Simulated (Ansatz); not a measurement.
# Electron scattering at the twin(11-21) boundary in hcp Ru with Cr (substitutional)

How much does the twin(11-21) boundary in hcp Ru with Cr (substitutional) reflect electrons?

Program: Ansatz 0.2.0. Level of theory: Ansatz plane-wave DFT, PBE, PAW files; relaxation of a bicrystal slab with its lowest layers held; PAW set soft_1, in the first sound run; inputs show where later runs differ. Results are calculated unless marked as measured.

**1. Starting point**

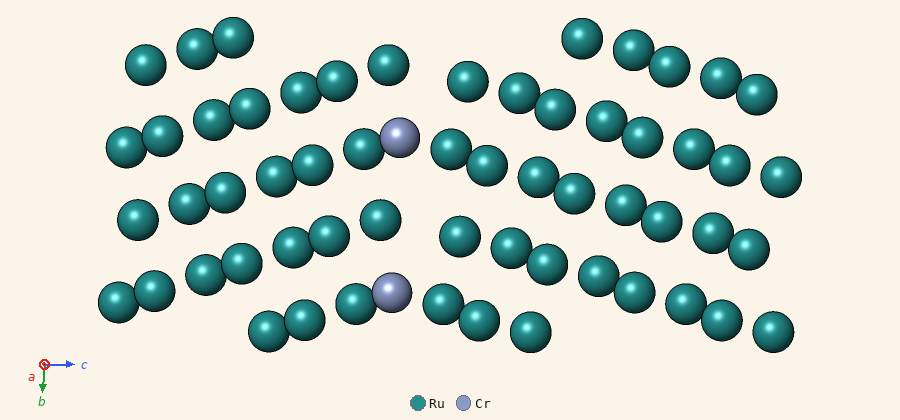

Start, viewed from the side, with the c axis across the page; ruthenium teal, chromium light blue. 1×2×1 cells are drawn.

The cell holds 30 atoms: 29 Ru and 1 Cr. Its edges and angles: a = 4.687 Å, b = 5.065 Å, c = 30.351 Å, α = 90.0°, β = 90.0°, γ = 62.4°. It derives from Ru. built on the (1 1 1) plane; 2 overlapping atoms removed and the grains opened by 0 Å. Vacuum lies along c.

**2. Relaxing the bicrystal**

The boundary is built by mirroring the lower grain in the boundary plane and removing any atoms that overlap; then the Cr is put in at the boundary. A thin bicrystal slab is relaxed first, with the lowest layers held and the upper grain free to shift and open.

Contents of input.yaml:

```yaml
crystal:
  lattice:
    - [4.6865830751, 0.0, 0.0]
    - [2.3432915376, 4.4905462942, 0.0]
    - [0.0, 0.0, 30.350593883]
  atoms:
    - { symbol: Ru, position: [0.1443624965, 0.7946083403, 0.1647414222] }
    - { symbol: Ru, position: [0.5837211773, 0.2492243119, 0.1859937179] }
    - { symbol: Ru, position: [0.6897465249, 0.7038402836, 0.2072460136] }
    - { symbol: Ru, position: [0.1291052056, 0.1584562552, 0.2284983093] }
    - { symbol: Ru, position: [0.2351305532, 0.6130722268, 0.249750605] }
    - { symbol: Ru, position: [0.674489234, 0.0676881985, 0.2710029007] }
    - { symbol: Ru, position: [0.7805145816, 0.5223041701, 0.2922551964] }
    - { symbol: Ru, position: [0.2198732624, 0.9769201418, 0.3135074921] }
    - { symbol: Ru, position: [0.32589861, 0.4315361134, 0.3347597878] }
    - { symbol: Ru, position: [0.7652572907, 0.8861520851, 0.3560120835] }
    - { symbol: Ru, position: [0.8712826383, 0.3407680567, 0.3772643792] }
    - { symbol: Ru, position: [0.3106413191, 0.7953840284, 0.398516675] }
    - { symbol: Ru, position: [0.4166666667, 0.25, 0.4197689707] }
    - { symbol: Cr, position: [0.8560253475, 0.7046159716, 0.4410212664] }
    - { symbol: Ru, position: [0.3106413191, 0.7953840284, 0.4835258578] }
    - { symbol: Ru, position: [0.8712826383, 0.3407680567, 0.5047781535] }
    - { symbol: Ru, position: [0.7652572907, 0.8861520851, 0.5260304492] }
    - { symbol: Ru, position: [0.32589861, 0.4315361134, 0.5472827449] }
    - { symbol: Ru, position: [0.2198732624, 0.9769201418, 0.5685350406] }
    - { symbol: Ru, position: [0.7805145816, 0.5223041701, 0.5897873363] }
    - { symbol: Ru, position: [0.674489234, 0.0676881985, 0.611039632] }
    - { symbol: Ru, position: [0.2351305532, 0.6130722268, 0.6322919277] }
    - { symbol: Ru, position: [0.1291052056, 0.1584562552, 0.6535442234] }
    - { symbol: Ru, position: [0.6897465249, 0.7038402836, 0.6747965192] }
    - { symbol: Ru, position: [0.5837211773, 0.2492243119, 0.6960488149] }
    - { symbol: Ru, position: [0.1443624965, 0.7946083403, 0.7173011106] }
    - { symbol: Ru, position: [0.0383371489, 0.3399923686, 0.7385534063] }
    - { symbol: Ru, position: [0.5989784681, 0.885376397, 0.759805702] }
    - { symbol: Ru, position: [0.4929531205, 0.4307604253, 0.7810579977] }
    - { symbol: Ru, position: [0.0535944398, 0.9761444537, 0.8023102934] }
kpoints:
  mp_grid: { grid: [6, 6, 1] }
hamiltonian:
  xc: pbe
  pseudopotentials: { kind: paw, azcp: { folder: soft_1 } }
scf:
  occupations: { method: fermi_dirac, width: 0.1 }
relax:
  f_tol: 0.03
  max_steps: 80
  constraints: [{ sites: [0, 1, 2, 3, 4, 5] }]
```

On the command line:

```console
> ansatz run input.yaml --threads 4 --pin off --max-ram 15360MiB --backend cpu --events-out ev --progress --plain --runs-dir out
```

Numbers of over 12 decimals in the logs are rounded to 6 here.

Output:

```text
Engine: ansatz 0.2.0, aarch64-unknown-linux-gnu
Pseudopotentials: kind: paw
Pseudopotential: Ru, paw, valence charge 16, recommended cutoff 420 eV (normal), soft_1/Ru.paw.azcp
Pseudopotential: Cr, paw, valence charge 14, recommended cutoff 420 eV (normal), soft_1/Cr.paw.azcp
Functional definition: PBE
  parameter kappa = 0.804
  parameter beta = 0.066725
  exchange = pbe_x(kappa = kappa, mu = beta*pi^2/3)
  correlation = pbe_c(beta = beta)
Crystal: 30 atoms, lattice volume = 638.738 Å³
Basis set: ecut = 420 eV, 12485 PW (Γ), exchange–correlation on 64×72×432 points (8 copies of the dense FFT grid, shifted against one another)
Bands: 287, of which v1, the nominal top of the filled ones, is band 239 counted from 1 (238 counted from 0)
Symmetry: 1 space group operations
Space group: P1 (ITA 1), of the structure as read, at distance tolerance 8.6e-5 Å
k-points: 20 of 36 (time reversal used)
Non-local potential: Ru, projectors of the file, l = 0: 3, l = 1: 2, l = 2: 2, l = 3: 1
Non-local potential: Cr, projectors of the file, l = 0: 3, l = 1: 2, l = 2: 3, l = 3: 1
PAW form: soft (Blöchl's): semilocal exchange-correlation on the pseudo side does not see the compensation charge
PAW one-centre angular grid: Ru, 590 points (default); XC on 64 Gauss nodes
PAW one-centre angular grid: Cr, 590 points (default); XC on 64 Gauss nodes
Initial density: superposition of atomic densities (neutral atoms: chi_scale 0, normalization atom)
Initial wavefunctions: pseudopotential atomic-orbital guess
Functional: x = pbe(κ = 0.804, μ = 0.219515), c = pbe(β = 0.066725)
SCF iter   1: F=—  HF=-173870.930684 eV  |F-HF|=—  |Δ(HF+E_count)|=         —  Δρ=1.10e-1  dr2=1.95e2  ethr=3.10e-3  ⟨swp⟩=7.3  Hψ=22404  notcnv=0  defer=6
preconditioner: auto → LDOS  [metal: Δε(μ)=0.006 eV  Ē_g=4.803 eV  σ=0.100 eV  W_gap=0.01  n_scr=178 (ndim 8)  ℏωp=22.7 eV  f_vac=0.296  D(μ)=29.48/eV (n_scr^D=264)  β→1.0]
SCF iter   2: F=—  HF=-173878.493315 eV  |F-HF|=—  |Δ(HF+E_count)|=    7.56e0  Δρ=1.76e-1  dr2=2.85e2  ethr=3.10e-3  ⟨swp⟩=4.0  Hψ=16108  notcnv=0  defer=11
SCF iter   3: F=—  HF=-173849.867684 eV  |F-HF|=—  |Δ(HF+E_count)|=    2.86e1  Δρ=3.03e-2  dr2=8.90e0  ethr=3.10e-3  ⟨swp⟩=3.0  Hψ=12859  notcnv=0  defer=26
SCF iter   4: F=—  HF=-173849.417273 eV  |F-HF|=—  |Δ(HF+E_count)|=   4.50e-1  Δρ=1.30e-2  dr2=1.96e0  ethr=1.86e-3  ⟨swp⟩=2.2  Hψ=9689  notcnv=0  defer=20
SCF iter   5: F=—  HF=-173849.308282 eV  |F-HF|=—  |Δ(HF+E_count)|=   1.09e-1  Δρ=2.48e-3  dr2=5.06e-2  ethr=4.10e-4  ⟨swp⟩=2.0  Hψ=8794  notcnv=0  defer=20
SCF iter   6: F=—  HF=-173849.305247 eV  |F-HF|=—  |Δ(HF+E_count)|=   3.03e-3  Δρ=2.56e-3  dr2=7.36e-2  ethr=1.06e-5  ⟨swp⟩=3.0  Hψ=11747  notcnv=0  defer=20
SCF iter   7: F=—  HF=-173849.304738 eV  |F-HF|=—  |Δ(HF+E_count)|=   5.09e-4  Δρ=1.02e-3  dr2=1.09e-2  ethr=1.06e-5  ⟨swp⟩=1.0  Hψ=5720  notcnv=0  defer=20
SCF iter   8: F=—  HF=-173849.305446 eV  |F-HF|=—  |Δ(HF+E_count)|=   7.08e-4  Δρ=2.55e-4  dr2=1.12e-3  ethr=2.28e-6  ⟨swp⟩=2.0  Hψ=6608  notcnv=0  defer=20
SCF iter   9: F=—  HF=-173849.305517 eV  |F-HF|=—  |Δ(HF+E_count)|=   7.10e-5  Δρ=3.11e-4  dr2=1.11e-3  ethr=2.34e-7  ⟨swp⟩=2.0  Hψ=10228  notcnv=0  defer=20
SCF iter  10: F=-173849.305480 eV  HF=-173849.305489 eV  |F-HF|=8.64e-6  |Δ(HF+E_count)|=   2.87e-5  Δρ=3.04e-5  dr2=1.27e-5  ethr=4.71e-9  ⟨swp⟩=4.0  Hψ=20674  notcnv=0
SCF 1 converged in 10 iterations: F = -173849.305480 eV  dr2 = 1.27e-5
  greatest PAW one-centre occupation: 1.000 electrons in one spin orbital (limit 2), on the Cr atom at site 13 (counted from 0), in its partial waves of l = 0
relax step   1: F+E_penalty+E_count = -173849.30547987 eV  Δ(F+E_penalty+E_count) = +0.000e0 eV  max|allowed force component| = 1.504e0 eV/Å  Δτ_max = 0.0000 Å  (10 SCF iters, dr2 threshold 2.25e-5 eV, accepted)
Initial density: handed on by an earlier stage of this run
Initial wavefunctions: those handed on with the density
iter 1 solved again at ethr=1.29e-3 eV; its pass at ethr=3.10e-3 eV (dr2=6.15e0 eV) is discarded
SCF iter   1: F=—  HF=-173850.172436 eV  |F-HF|=—  |Δ(HF+E_count)|=         —  Δρ=1.60e-2  dr2=6.47e0  ethr=1.29e-3  ⟨swp⟩=1.0  Hψ=19448  notcnv=0  defer=9
preconditioner: auto → LDOS  [metal: Δε(μ)=0.007 eV  Ē_g=4.282 eV  σ=0.100 eV  W_gap=0.02  n_scr=178 (ndim 8)  ℏωp=22.7 eV  f_vac=0.300  D(μ)=33.71/eV (n_scr^D=342)  β→1.0]
SCF iter   2: F=—  HF=-173850.025222 eV  |F-HF|=—  |Δ(HF+E_count)|=   1.47e-1  Δρ=4.83e-3  dr2=2.30e-1  ethr=1.29e-3  ⟨swp⟩=2.0  Hψ=6286  notcnv=0  defer=9
SCF iter   3: F=—  HF=-173850.006539 eV  |F-HF|=—  |Δ(HF+E_count)|=   1.87e-2  Δρ=3.03e-3  dr2=8.97e-2  ethr=4.81e-5  ⟨swp⟩=3.0  Hψ=12745  notcnv=0  defer=10
SCF iter   4: F=—  HF=-173849.986301 eV  |F-HF|=—  |Δ(HF+E_count)|=   2.02e-2  Δρ=4.76e-4  dr2=2.36e-3  ethr=1.88e-5  ⟨swp⟩=2.0  Hψ=8155  notcnv=0  defer=18
SCF iter   5: F=—  HF=-173849.986141 eV  |F-HF|=—  |Δ(HF+E_count)|=   1.60e-4  Δρ=1.26e-4  dr2=1.50e-4  ethr=4.93e-7  ⟨swp⟩=3.1  Hψ=12040  notcnv=0  defer=18
SCF iter   6: F=-173849.986180 eV  HF=-173849.986190 eV  |F-HF|=1.04e-5  |Δ(HF+E_count)|=   4.92e-5  Δρ=5.70e-5  dr2=3.64e-5  ethr=2.09e-8  ⟨swp⟩=2.9  Hψ=20965  notcnv=0
SCF 2 converged in 6 iterations: F = -173849.986180 eV  dr2 = 3.64e-5
relax step   2: F+E_penalty+E_count = -173849.98617980 eV  Δ(F+E_penalty+E_count) = -6.807e-1 eV  max|allowed force component| = 7.449e-1 eV/Å  Δτ_max = 0.1950 Å  (6 SCF iters, dr2 threshold 1.00e-4 eV, accepted)
SCF iter   1: F=—  HF=-173850.981760 eV  |F-HF|=—  |Δ(HF+E_count)|=         —  Δρ=2.33e-2  dr2=3.10e1  ethr=3.10e-3  ⟨swp⟩=5.7  Hψ=14959  notcnv=0  defer=3
preconditioner: auto → LDOS  [metal: Δε(μ)=0.003 eV  Ē_g=4.319 eV  σ=0.100 eV  W_gap=0.01  n_scr=178 (ndim 8)  ℏωp=22.7 eV  f_vac=0.305  D(μ)=33.12/eV (n_scr^D=326)  β→1.0]
SCF iter   2: F=—  HF=-173850.569058 eV  |F-HF|=—  |Δ(HF+E_count)|=   4.13e-1  Δρ=9.68e-3  dr2=1.03e0  ethr=3.10e-3  ⟨swp⟩=2.0  Hψ=7368  notcnv=0  defer=21
SCF iter   3: F=—  HF=-173850.445461 eV  |F-HF|=—  |Δ(HF+E_count)|=   1.24e-1  Δρ=6.08e-3  dr2=4.92e-1  ethr=2.15e-4  ⟨swp⟩=3.0  Hψ=12442  notcnv=0  defer=21
SCF iter   4: F=—  HF=-173850.369160 eV  |F-HF|=—  |Δ(HF+E_count)|=   7.63e-2  Δρ=8.98e-4  dr2=7.72e-3  ethr=1.03e-4  ⟨swp⟩=2.1  Hψ=9775  notcnv=0  defer=21
SCF iter   5: F=—  HF=-173850.367841 eV  |F-HF|=—  |Δ(HF+E_count)|=   1.32e-3  Δρ=2.20e-4  dr2=8.22e-4  ethr=1.62e-6  ⟨swp⟩=3.0  Hψ=11437  notcnv=0  defer=21
SCF iter   6: F=—  HF=-173850.368013 eV  |F-HF|=—  |Δ(HF+E_count)|=   1.72e-4  Δρ=8.86e-5  dr2=7.77e-5  ethr=1.72e-7  ⟨swp⟩=2.5  Hψ=8942  notcnv=0  defer=21
SCF iter   7: F=-173850.368027 eV  HF=-173850.368037 eV  |F-HF|=9.50e-6  |Δ(HF+E_count)|=   2.41e-5  Δρ=3.25e-5  dr2=1.52e-5  ethr=7.26e-9  ⟨swp⟩=5.0  Hψ=19912  notcnv=0
SCF 3 converged in 7 iterations: F = -173850.368027 eV  dr2 = 1.52e-5
relax step   3: F+E_penalty+E_count = -173850.36802744 eV  Δ(F+E_penalty+E_count) = -3.818e-1 eV  max|allowed force component| = 3.658e-1 eV/Å  Δτ_max = 0.1936 Å  (7 SCF iters, dr2 threshold 3.47e-5 eV, accepted)
[...]
relax step   4: F+E_penalty+E_count = -173850.45608608 eV  Δ(F+E_penalty+E_count) = -8.806e-2 eV  max|allowed force component| = 1.255e0 eV/Å  Δτ_max = 0.2000 Å  (7 SCF iters, dr2 threshold 3.23e-5 eV, accepted)
[...]
relax step   5: F+E_penalty+E_count = -173850.55745766 eV  Δ(F+E_penalty+E_count) = -1.014e-1 eV  max|allowed force component| = 1.141e-1 eV/Å  Δτ_max = 0.1427 Å  (6 SCF iters, dr2 threshold 1.00e-4 eV, accepted)
[...]
relax step   6: F+E_penalty+E_count = -173850.48909197 eV  Δ(F+E_penalty+E_count) = +6.837e-2 eV  max|allowed force component| = 3.581e-1 eV/Å  Δτ_max = 0.1337 Å  (9 SCF iters, rejected (line search))
[...]
relax step   7: F+E_penalty+E_count = -173850.56037146 eV  Δ(F+E_penalty+E_count) = -2.914e-3 eV  max|allowed force component| = 1.860e-1 eV/Å  Δτ_max = 0.0668 Å  (9 SCF iters, accepted)
[...]
relax step   8: F+E_penalty+E_count = -173850.56638281 eV  Δ(F+E_penalty+E_count) = -6.011e-3 eV  max|allowed force component| = 4.389e-2 eV/Å  Δτ_max = 0.0455 Å  (6 SCF iters, dr2 threshold 2.16e-6 eV, accepted)
SCF iter   1: F=—  HF=-173850.567381 eV  |F-HF|=—  |Δ(HF+E_count)|=         —  Δρ=9.43e-4  dr2=1.14e-2  ethr=3.00e-5  ⟨swp⟩=2.1  Hψ=10134  notcnv=0  defer=21
preconditioner: auto → LDOS  [metal: Δε(μ)=0.002 eV  Ē_g=4.375 eV  σ=0.100 eV  W_gap=0.01  n_scr=178 (ndim 8)  ℏωp=22.7 eV  f_vac=0.313  D(μ)=32.48/eV (n_scr^D=306)  β→1.0]
SCF iter   2: F=—  HF=-173850.566722 eV  |F-HF|=—  |Δ(HF+E_count)|=   6.59e-4  Δρ=4.93e-4  dr2=1.63e-3  ethr=2.39e-6  ⟨swp⟩=2.0  Hψ=9022  notcnv=0  defer=21
SCF iter   3: F=—  HF=-173850.566284 eV  |F-HF|=—  |Δ(HF+E_count)|=   4.38e-4  Δρ=1.47e-4  dr2=1.47e-4  ethr=3.40e-7  ⟨swp⟩=3.0  Hψ=12186  notcnv=0  defer=21
SCF iter   4: F=—  HF=-173850.566227 eV  |F-HF|=—  |Δ(HF+E_count)|=   5.68e-5  Δρ=3.82e-5  dr2=1.45e-5  ethr=3.07e-8  ⟨swp⟩=2.6  Hψ=9840  notcnv=0  defer=21
SCF iter   5: F=—  HF=-173850.567193 eV  |F-HF|=—  |Δ(HF+E_count)|=   9.66e-4  Δρ=8.10e-6  dr2=5.30e-7  ethr=3.03e-9  ⟨swp⟩=2.9  Hψ=10609  notcnv=0  defer=21
SCF iter   6: F=-173850.567193 eV  HF=-173850.567193 eV  |F-HF|=4.59e-8  |Δ(HF+E_count)|=   2.69e-7  Δρ=3.11e-6  dr2=9.68e-8  ethr=2.09e-11  ⟨swp⟩=5.2  Hψ=21318  notcnv=0
SCF 9 converged in 6 iterations: F = -173850.567193 eV  dr2 = 9.68e-8
relax step   9: F+E_penalty+E_count = -173850.56719339 eV  Δ(F+E_penalty+E_count) = -8.106e-4 eV  max|allowed force component| = 1.983e-2 eV/Å  Δτ_max = 0.0097 Å  (6 SCF iters, accepted)
SCF converged after 6 iterations
Free energy (F): -173850.567193 eV
Harris-Foulkes:  -173850.567193 eV  (|F-HF|=4.59e-8)
Internal energy: -173849.495220 eV  (E = F + TS)
E sigma→0 (E₀):  -173850.031207 eV
Entropy (-TS):   -1.071974 eV (-35.732 meV/atom)
Fermi energy:    13.166286 eV
--- Per-component energies (eV) ---
  E_band       = -6518.741964
  E_kinetic    = 13621.116625
  E_local      = -647463.141793  (includes V_loc(G=0)·N_el)
  E_nonlocal   = 12029.591432
  E_hartree    = 315113.038871
  E_xc         = -5028.807055
  E_vxc        = -6358.450309  (∫ρ·V_xc dr)
  E_paw        = -102768.302520  (= ΣΔE_a)
  E_vpaw       = -8573.972815  (= ΣTr[D̂ρ^β])
  E_aug_tail   = 0.019352  (compensation charges beyond the density's cutoff)
  E_ewald      = 240646.989868
  E_smearing   = -1.071974  (= −TS)
  E_closure    = -0.000000  (closes the sum)
  Σ components = -173850.567193   (vs F -173850.567193, Δ=0.00e0)
--- Forces (eV/Å), atoms counted from 1 ---
  atom   1  Ru     0.20154217    -0.05947132     1.51722725
  atom   2  Ru    -0.16975203    -0.01997288     0.47519526
  atom   3  Ru     0.11039883     0.23852535    -0.34686914
  atom   4  Ru     0.07111813    -0.19001773    -0.81862935
  atom   5  Ru    -0.32533369    -0.00742216    -0.33006600
  atom   6  Ru     0.11800183     0.02681012    -0.50136095
  atom   7  Ru     0.00968159     0.00084404     0.00117820
  atom   8  Ru    -0.01332728     0.00472254    -0.00339504
  atom   9  Ru    -0.01709682    -0.01112975     0.00594812
  atom  10  Ru     0.00776015     0.00492942    -0.00506543
  atom  11  Ru     0.00336056    -0.00163203    -0.00285463
  atom  12  Ru     0.00204550     0.00270776    -0.01061152
  atom  13  Ru     0.00044026     0.00288001    -0.00101775
  atom  14  Cr     0.00689206    -0.00521211     0.00471674
  atom  15  Ru    -0.00291537     0.00642684     0.00185161
  atom  16  Ru    -0.00800562     0.00099980    -0.01348358
  atom  17  Ru     0.00734757     0.00488120     0.00192862
  atom  18  Ru     0.00227252    -0.00408853     0.00405608
  atom  19  Ru     0.00435130    -0.00455186     0.00754002
  atom  20  Ru    -0.00895694     0.00289583     0.00896620
  atom  21  Ru    -0.00840383     0.00407924    -0.00011437
  atom  22  Ru     0.00897163    -0.00307664     0.00566509
  atom  23  Ru     0.00080374     0.00052988    -0.00443994
  atom  24  Ru    -0.00519538     0.00106410     0.00516802
  atom  25  Ru    -0.00441119     0.00256734     0.00123484
  atom  26  Ru     0.00645069    -0.00118315    -0.00300847
  atom  27  Ru     0.01983303    -0.00528172     0.00801317
  atom  28  Ru    -0.01086997     0.00611959    -0.00315243
  atom  29  Ru    -0.01648756     0.00739519     0.00071517
  atom  30  Ru     0.00951280    -0.00552354    -0.00531985
  max |Σ_I F_I| component: 1.85e-4 eV/Å
--- Relaxed structure (9 steps of the walk, 8 accepted, 0 SCFs on fresh bases) ---
  F+E_penalty+E_count = -173850.56719339 eV   max|allowed force component| = 1.983e-2 eV/Å
  atoms:
    - { symbol: Ru, position: [0.144362, 0.7946083403, 0.164741] }
    - { symbol: Ru, position: [0.583721, 0.249224, 0.185994] }
    - { symbol: Ru, position: [0.689747, 0.703840, 0.207246] }
    - { symbol: Ru, position: [0.1291052056, 0.158456, 0.228498] }
    - { symbol: Ru, position: [0.235131, 0.6130722268, 0.249751] }
    - { symbol: Ru, position: [0.674489, 0.0676881985, 0.271003] }
    - { symbol: Ru, position: [0.781474, 0.519711, 0.293783] }
    - { symbol: Ru, position: [0.216450, 0.980637, 0.313056] }
    - { symbol: Ru, position: [0.325053, 0.430603, 0.335234] }
    - { symbol: Ru, position: [0.761487, 0.894914, 0.357616] }
    - { symbol: Ru, position: [0.881431, 0.341184, 0.381113] }
    - { symbol: Ru, position: [0.319566, 0.786367, 0.395051] }
    - { symbol: Ru, position: [0.407265, 0.271659, 0.434815] }
    - { symbol: Cr, position: [0.865775, 0.718152, 0.434356] }
    - { symbol: Ru, position: [0.322350, 0.784543, 0.473762] }
    - { symbol: Ru, position: [0.883938, 0.337857, 0.487382] }
    - { symbol: Ru, position: [0.763683, 0.892090, 0.511024] }
    - { symbol: Ru, position: [0.327826, 0.426512, 0.533138] }
    - { symbol: Ru, position: [0.218496, 0.977611, 0.555561] }
    - { symbol: Ru, position: [0.782432, 0.519252, 0.575233] }
    - { symbol: Ru, position: [0.676146, 0.066473, 0.598153] }
    - { symbol: Ru, position: [0.236496, 0.609401, 0.618283] }
    - { symbol: Ru, position: [0.129148, 0.156001, 0.640591] }
    - { symbol: Ru, position: [0.690671, 0.699936, 0.661406] }
    - { symbol: Ru, position: [0.583137, 0.247043, 0.683185] }
    - { symbol: Ru, position: [0.141915, 0.792283, 0.704117] }
    - { symbol: Ru, position: [0.041052, 0.337323, 0.727229] }
    - { symbol: Ru, position: [0.602088, 0.887279, 0.747907] }
    - { symbol: Ru, position: [0.491693, 0.432128, 0.766547] }
    - { symbol: Ru, position: [0.056708, 0.971284, 0.784865] }
```

Elapsed: 22 min, on 4 threads of Arm Neoverse V1, shared host; peak memory 4.7 GiB.

This run has no spin polarisation, although Cr can carry a moment.

(Continued in part 2 of 2.)

[Logs are printed without paths, hosts, clocks, repeated set-up lines and the standing remarks that a program may print on its own settings, such as how far it seeks lower states.]

[Hosts, paths, dates, database ids (printed as entryN), source tags and the programs' standing remarks are cut or masked in the printed files.]
